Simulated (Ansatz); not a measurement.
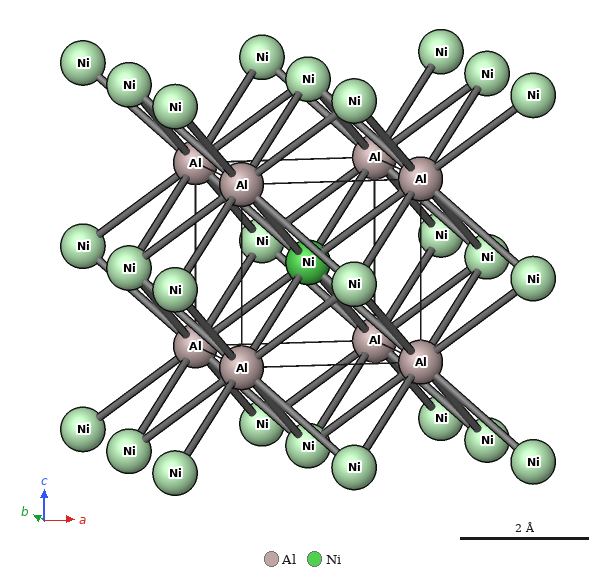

Ball-and-stick representation of a periodic structure, projected slightly off an axis. The frame is the unit cell; atoms at its boundary are shown with their periodic copies. Every bond is drawn to its end, so some atoms lie outside the box, in fainter colours.

AlNi, a = 2.894 Å, b = 2.894 Å, c = 2.890 Å, α = 90.00°, β = 90.00°, γ = 90.00°. Within 0.01 Å the space group is Pm-3m (No. 221), primitive cubic: caesium chloride (CsCl, B2) type. Provenance: a structure listed in the Materials Project. Earlier steps of the study may have refined or changed the cell and positions. It was run through Ansatz as a DFT input.

This one geometry was computed with Ansatz (DFT, plane waves, PAW) at three levels of theory: r2SCAN, LDA and PBE.

> Which level gives the highest pressure at this volume, and what does that say about its equilibrium volume?

Highest: PBE (0.0 GPa), which points to the largest equilibrium volume. Lowest, with the smallest volume: LDA (-10.3 GPa). Levels within 0.5 GPa of each other can't be told apart.

> How does the band gap change with the level of theory?

All levels give a metal.

> Collect the results in a table.

| level | cutoff (eV) | k-mesh of the run's cell | gap (eV) | pressure (GPa) |
| --- | --- | --- | --- | --- |
| r2SCAN | 500 | 20×20×18 | metal | -5.1 |
| LDA | 420 | 20×20×18 | metal | -10.3 |
| PBE | 420 | 20×20×18 | metal | 0.0 |

Gaps are taken on the k-mesh or band path of each run.
